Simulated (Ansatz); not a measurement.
## Single-point calculation of CO2

CO2 (6 atoms in the cell), computed with DFT r2SCAN, scalar-relativistic, plane waves, PAW, no spin polarisation (Ansatz 0.2.0).

The structure derives from an entry of the Crystallography Open Database. Figures and captions count atoms from 1; the log counts them from 0 in places.

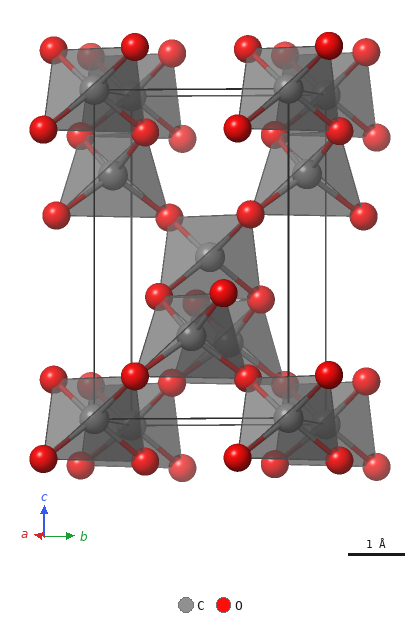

*The structure as given in the input (polyhedral view of the cell 2 times as large as that of the calculation, set on its symmetry axes, seen at an oblique angle; polyhedra are completed across the faces of the cell).*

### Summary

```json
{"quantity": "outcome", "value": "converged"}
{"quantity": "space group (tolerance 0.01 Å)", "value": "I-42d (122)"}
{"quantity": "electrons treated", "value": "32"}
{"quantity": "free energy", "value": "−2771.8906 eV"}
{"quantity": "Fermi energy", "value": "12.174 eV"}
{"quantity": "gap on the k-point mesh", "value": "7.90 eV"}
{"quantity": "pressure", "value": "29.32 GPa"}
{"quantity": "largest force (length of the vector)", "value": "1.779 eV/Å"}
{"quantity": "hardware", "value": "2 threads of AMD EPYC (Zen 3), 64 GiB of memory available, shared host"}
{"quantity": "wall time", "value": "5.5 s (CPU time 9.7 s)"}
{"quantity": "peak memory", "value": "0.5 GiB"}
```

### Remarks

The cell is under a pressure of 29 GPa at this level, so it is not at its equilibrium volume.

### Input
```yaml
crystal:
  lattice:
    - [-1.7759, 1.7759, 2.9592]
    - [1.7759, -1.7759, 2.9592]
    - [1.7759, 1.7759, -2.9592]
  atoms:
    - { symbol: C, position: [0.0, 0.0, 0.0] }
    - { symbol: C, position: [0.75, 0.25, 0.5] }
    - { symbol: O, position: [0.375, 0.339, 0.464] }
    - { symbol: O, position: [0.661, 0.125, 0.036] }
    - { symbol: O, position: [0.875, 0.911, 0.536] }
    - { symbol: O, position: [0.089, 0.625, 0.964] }
basis:
  ecutwfc: 500
kpoints:
  mp_grid: { grid: [8, 8, 8] }
hamiltonian:
  xc: r2scan
scf:
  occupations: { method: gaussian, width: 0.1 }
output:
  forces: true
  stress: true
  eigenvalues: true
```

Launch command:
```bash
ansatz run input.yaml --threads 2 --pin off --max-ram 5120MiB --backend cpu --events-out ev --progress --plain --runs-dir out
```

### Output
```
Engine: ansatz 0.2.0, x86_64-unknown-linux-gnu
Pseudopotentials: kind: paw
Pseudopotential: C, paw, valence charge 4, recommended cutoff 500 eV (meta_gga), C.paw.azcp
Pseudopotential: O, paw, valence charge 6, recommended cutoff 500 eV (meta_gga), O.paw.azcp
Functional definition: r2SCAN
  parameter k0 = 0.174
  parameter k1 = 0.065
  parameter a1 = 4.9479
  exchange = r2scan_x(k0 = k0, k1 = k1, a1 = a1)
  correlation = r2scan_c
Crystal: 6 atoms, lattice volume = 37.331 Å³
Basis set: ecut = 500 eV, 951 PW (Γ), exchange–correlation on 120×120×120 points (64 copies of the dense FFT grid, shifted against one another)
Bands: 22, of which v1, the nominal top of the filled ones, is band 16 counted from 1 (15 counted from 0)
Symmetry: 8 space group operations
Space group: I-42d (ITA 122), of the structure as read, at distance tolerance 3.3e-5 Å
k-points: 59 of 512 (time reversal used)
Non-local potential: C, projectors of the file, l = 0: 2, l = 1: 2, l = 2: 1
Non-local potential: O, projectors of the file, l = 0: 2, l = 1: 2, l = 2: 1
PAW form: soft (Blöchl's): semilocal exchange-correlation on the pseudo side does not see the compensation charge
PAW frozen core: C, regenerated for the run's functional (the file was generated under x = pbe(κ = 0.804, μ = 0.2195149727645171), c = pbe(β = 0.06672455060314922))
PAW frozen core: O, regenerated for the run's functional (the file was generated under x = pbe(κ = 0.804, μ = 0.2195149727645171), c = pbe(β = 0.06672455060314922))
PAW one-centre angular grid: C, 302 points (default); XC on 239 of its mesh's 2573 points in the sphere
PAW one-centre angular grid: O, 302 points (default); XC on 160 Gauss nodes
Initial density: superposition of atomic densities (neutral atoms: chi_scale 0, normalization atom), corrected by the library's trained network
Initial wavefunctions: pseudopotential atomic-orbital guess
Functional: x = r2scan, c = r2scan; τ floored in thin density (d = 2e-4 eV/Å³)
SCF iter   1: F=—  HF=-2771.749102 eV  |F-HF|=—  |Δ(HF+E_count)|=         —  Δρ=1.74e-2  dr2=8.48e-2  dr2_τ=8.41e-1  ethr=1.77e-3  ⟨swp⟩=5.9  Hψ=5927  notcnv=0  defer=1
preconditioner: auto → none  [insulator: Δε(μ)=7.997 eV  Ē_g=21.169 eV  σ=0.100 eV  W_gap=1.00  n_scr=14 (ndim 8)  ℏωp=34.4 eV  f_vac=0.000  D(μ)=0.00/eV (n_scr^D=0)  ε∞_Penn≈3.6]
SCF iter   2: F=—  HF=-2771.890607 eV  |F-HF|=—  |Δ(HF+E_count)|=   1.42e-1  Δρ=7.91e-3  dr2=6.06e-3  dr2_τ=4.36e-3  ethr=2.65e-4  ⟨swp⟩=2.0  Hψ=2896  notcnv=0  defer=109
SCF iter   3: F=—  HF=-2771.890402 eV  |F-HF|=—  |Δ(HF+E_count)|=   2.04e-4  Δρ=3.48e-3  dr2=1.23e-3  dr2_τ=1.95e-4  ethr=1.89e-5  ⟨swp⟩=2.0  Hψ=1913  notcnv=0  defer=50
automatic band count: iteration 3 solves 21 bands in place of 22: the levels show a gap, and the empty bands left out lie too high to hold charge; the band table lists the bands solved (type scf.n_extra_bands for more)
SCF iter   4: F=—  HF=-2771.890620 eV  |F-HF|=—  |Δ(HF+E_count)|=   2.18e-4  Δρ=1.46e-3  dr2=2.06e-4  dr2_τ=3.46e-5  ethr=3.84e-6  ⟨swp⟩=1.0  Hψ=1189  notcnv=0  defer=50
SCF iter   5: F=—  HF=-2771.890636 eV  |F-HF|=—  |Δ(HF+E_count)|=   1.53e-5  Δρ=2.80e-4  dr2=7.12e-6  dr2_τ=1.53e-6  ethr=6.43e-7  ⟨swp⟩=2.7  Hψ=2195  notcnv=0  defer=50
SCF iter   6: F=—  HF=-2771.890637 eV  |F-HF|=—  |Δ(HF+E_count)|=   8.27e-7  Δρ=4.05e-5  dr2=1.38e-7  dr2_τ=3.26e-8  ethr=2.23e-8  ⟨swp⟩=2.9  Hψ=2407  notcnv=0  defer=50
SCF iter   7: F=-2771.890637 eV  HF=-2771.890637 eV  |F-HF|=5.58e-10  |Δ(HF+E_count)|=   5.33e-8  Δρ=2.70e-6  dr2=9.95e-10  dr2_τ=3.11e-10  ethr=3.13e-10  ⟨swp⟩=9.1  Hψ=5656  notcnv=0
SCF 1 converged in 7 iterations: F = -2771.890637 eV  dr2 = 9.95e-10
  greatest PAW one-centre occupation: 0.880 electrons in one spin orbital (limit 2), on the O atom at site 5 (counted from 0), in its partial waves of l = 0
SCF converged after 7 iterations
Free energy (F): -2771.890637 eV
Harris-Foulkes:  -2771.890637 eV  (|F-HF|=5.58e-10)
Internal energy: -2771.890637 eV  (E = F + TS)
E sigma→0 (E₀):  -2771.890637 eV
Fermi energy:    12.174278 eV
--- Per-component energies (eV) ---
  E_band       = -39.795233
  E_kinetic    = 899.861021
  E_local      = -1370.447083  (includes V_loc(G=0)·N_el)
  E_nonlocal   = 242.907086
  E_hartree    = 435.706368
  E_xc         = -387.857400
  E_vxc        = -553.962732  (∫ρ·V_xc dr)
  E_paw        = -843.677736  (= ΣΔE_a)
  E_vpaw       = -163.912026  (= ΣTr[D̂ρ^β])
  E_aug_tail   = 0.004370  (compensation charges beyond the density's cutoff)
  E_vtau       = 34.340614  (kinetic-family band-sum trace: ∫τ·v_τ [+ j·A + Jᵃ·Aᵃ] dr)
  E_ewald      = -1748.209952
  E_core_change = -0.177311  (= ΣΔE_core)
  E_smearing   = -0.000000  (= −TS)
  E_closure    = 0.000000  (closes the sum)
  Σ components = -2771.890637   (vs F -2771.890637, Δ=0.00e0)
--- Forces (eV/Å), atoms counted from 1 ---
  atom   1  C     -0.00000000     0.00000000    -0.00000000
  atom   2  C     -0.00000000    -0.00000000    -0.00000000
  atom   3  O     -1.77860019     0.00000000     0.00000000
  atom   4  O     -0.00000000     1.77860019    -0.00000000
  atom   5  O      1.77860019     0.00000000    -0.00000000
  atom   6  O      0.00000000    -1.77860019    -0.00000000
  max |Σ_I F_I| component: 6.59e-17 eV/Å
--- Stress (GPa, compression-positive) ---
       25.897317       0.000000       0.000000
       -0.000000      25.897317      -0.000000
        0.000000      -0.000000      36.159723
  P = ⅓ Tr σ = 29.3181 GPa (293.181 kbar)
--- Band table (eV; the first three rows and the last of 59) ---
  k-point 0: bands = ["-18.3063", "-12.1490", "-12.1490", "-11.4049", "-6.4901", "-1.9401", "-1.9401", "-0.5385", "2.3419", "2.5065", "4.4777", "5.8084", "5.8084", "7.8699", "7.8699", "8.2146", "16.1213", "19.4320", "19.4320", "19.5072", "20.8968"]
  k-point 1: bands = ["-18.1065", "-12.5204", "-12.2549", "-11.5062", "-6.2048", "-2.3760", "-1.7626", "-0.1813", "2.2738", "2.8543", "4.7911", "5.8769", "5.9504", "7.2683", "7.7747", "7.8766", "16.6253", "19.4046", "19.4309", "19.7886", "21.1062"]
  k-point 2: bands = ["-17.5283", "-13.3634", "-12.4803", "-11.8527", "-5.5462", "-3.1102", "-1.2451", "0.4193", "1.7450", "3.9316", "5.2563", "5.5525", "6.2444", "6.9638", "7.2522", "7.5817", "17.5399", "19.3494", "19.7446", "19.9399", "21.2371"]
  k-point 58: bands = ["-15.8355", "-15.8355", "-12.4980", "-12.4980", "-2.7964", "-2.7964", "-0.2811", "-0.2811", "3.4284", "3.4284", "5.1041", "5.1041", "5.1295", "5.1295", "7.8078", "7.8078", "17.3322", "17.3322", "19.4529", "19.4529", "20.7963"]
```

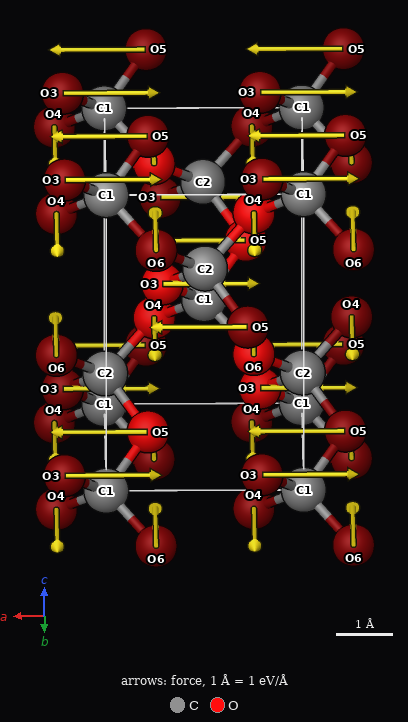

*Forces on the atoms as yellow arrows (ball-and-stick view of the cell 2 times as large as that of the calculation, set on its symmetry axes, seen at an oblique angle; neighbours outside the cell are drawn fainter; atoms are numbered from 1 in the order of the input).*

The largest act on all 4 O atoms (1.78 eV/Å). The geometry is not a stationary point of this energy.

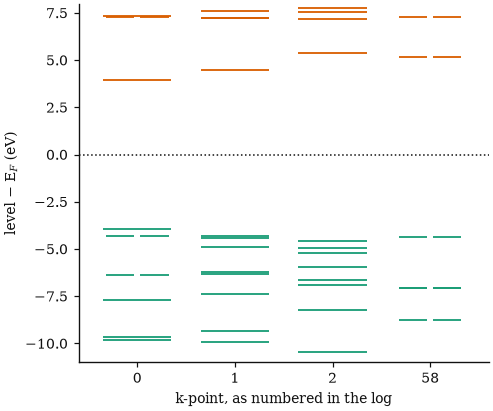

*Kohn–Sham levels near the Fermi level (dotted) at the few k-points that the log prints; levels within 0.02 eV of each other stand side by side.*

Among these points the highest filled and lowest empty levels are 7.91 eV apart, which is the gap on the mesh.
